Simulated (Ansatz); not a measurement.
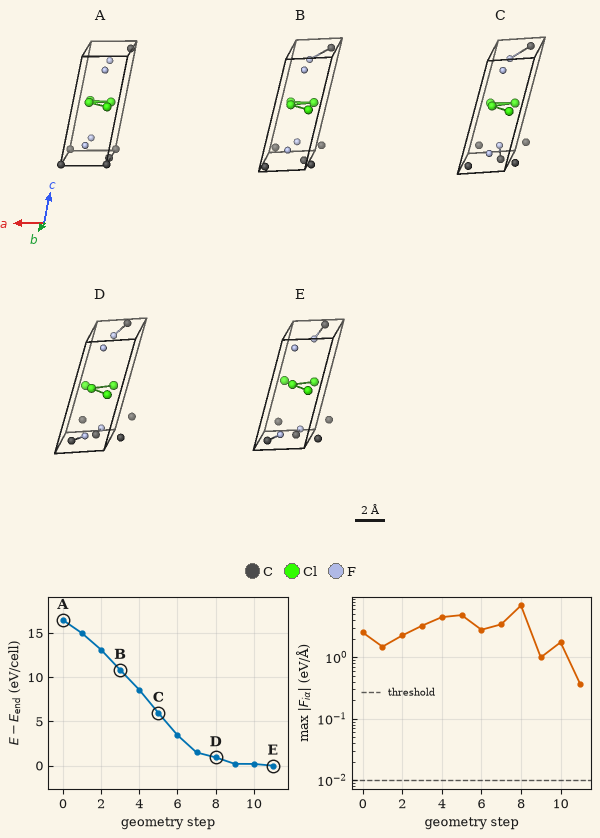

Frames of a relaxation of crystalline CCl₂F₂ (built on the BaCu2S2-139 type type), marked on the history of the run. A ball-and-stick model of the cell of the calculation, reduced to other axes, seen from a free direction. Lengths and directions refer to the drawn axes.

Case: shaken.

The calculation used DFT, PBEsol, plane waves, PAW in Ansatz.

Input
```yaml
crystal:
  lattice:
    - [-3.2886691379, 3.2845869173, 15.3013913195]
    - [1.597959523, -1.555101134, 7.6227030521]
    - [1.6698159671, 1.5805825321, -7.6324221808]
  atoms:
    - { symbol: C, position: [0.0020108562, -0.0222591128, -0.0062950496] }
    - { symbol: Cl, position: [0.3760574269, 0.1681608369, 0.4475853237] }
    - { symbol: Cl, position: [0.1500977087, 0.7328487233, 0.5506458424] }
    - { symbol: F, position: [0.2852184545, 0.6401024828, 0.0447755871] }
    - { symbol: F, position: [0.2407211369, 0.4210096726, 0.0558578863] }
    - { symbol: C, position: [0.5186390987, 0.0356331322, 0.0717343614] }
    - { symbol: Cl, position: [0.8748749216, 0.2718473034, 0.4965574359] }
    - { symbol: Cl, position: [0.6208467799, 0.7538871934, 0.4922164684] }
    - { symbol: F, position: [0.7498074556, 0.6174377461, -0.0256279335] }
    - { symbol: F, position: [0.7299800316, 0.3876130049, 0.0018289911] }
kpoints:
  mp_grid: { grid: [8, 8, 8] }
hamiltonian:
  xc: pbesol
scf:
  occupations: { method: fermi_dirac, width: 0.05 }
relax:
  f_tol: 0.01
  cell: {}
  max_steps: 120
```

Launched with:
```bash
ansatz run input.yaml --threads 2 --pin off --max-ram 2211MiB --backend cpu --events-out ev --progress --plain --runs-dir out
```

### What happens along the run?

The run was cut off at its time limit before the relaxation converged, so the last structure is only a point on the way. The largest move relative to the cell is that of C1, 1.27 Å roughly along [−3 −2 1]. Largest moves by element: C 1.27 Å, F 1.23 Å, Cl 0.37 Å. The volume changes by +23.5 %, with a 3.268 → 3.636 Å (+11.3 %), b 6.446 → 7.255 Å (+12.6 %), c 7.942 → 8.119 Å (+2.2 %), α 100.9° → 104.1°, β 101.4° → 106.5°, γ 90.9° → 90.2°. Some distances before and after: C1–F5 2.580 → 1.310 Å, C1–F4 2.481 → 1.303 Å, C6–F10 2.455 → 1.303 Å, C6–F9 2.372 → 1.312 Å. New bonds form: C1–F4 (2.48 → 1.30 Å), C1–F5 (2.58 → 1.31 Å), C6–F10 (2.46 → 1.30 Å), C6–F9 (2.37 → 1.31 Å). Among the angles between lasting bonds that change: Cl3–Cl2–Cl8 92.9° → 107.2°, Cl3–Cl7–Cl8 93.6° → 107.4°, Cl2–Cl3–Cl7 173.4° → 178.3°. The space group stays P1 (No. 1). Over 11 geometry steps the energy falls by 16.481 eV per cell of the calculation. The largest force component goes from 2.5 to 0.36 eV/Å. The pressure goes from 1.40 to 0.16 GPa. Cost: 25 min on 2 threads of Arm Neoverse V1 (shared host), peak memory 1.3 GiB. From step 0 to 3: C and F atoms move most (0.56 Å), volume +4.2 %, energy −5.644 eV per cell of the calculation. From step 3 to 5: C1 moves most (0.43 Å), volume +4.5 %, energy −4.864 eV per cell of the calculation. From step 5 to 8: C1 moves most (0.54 Å), volume +10.1 %, energy −5.034 eV per cell of the calculation. From step 8 to 11: F4 moves most (0.41 Å), volume +3.0 %, energy −0.939 eV per cell of the calculation.

```csv
step,"E − E(0), meV/atom","largest force component, eV/Å","pressure, GPa","volume, Å³/atom"
0,0.00,2.5407,1.40,16.084
1,-148.56,1.4889,0.50,16.226
2,-335.72,2.2682,0.02,16.436
3,-564.43,3.2691,-0.65,16.761
4,-789.40,4.5097,-1.73,17.160
5,-1050.83,4.8618,-1.96,17.518
6,-1302.58,2.8077,-0.23,17.870
7,-1498.43,3.4399,0.47,18.597
8,-1554.23,6.9708,3.10,19.283
9,-1627.51,0.9969,0.18,19.454
10,-1628.41,1.7565,0.10,19.641
11,-1648.14,0.3626,0.16,19.857
```

Limits of the set-up: layers or molecules are held without a dispersion correction, so their spacing is unreliable.
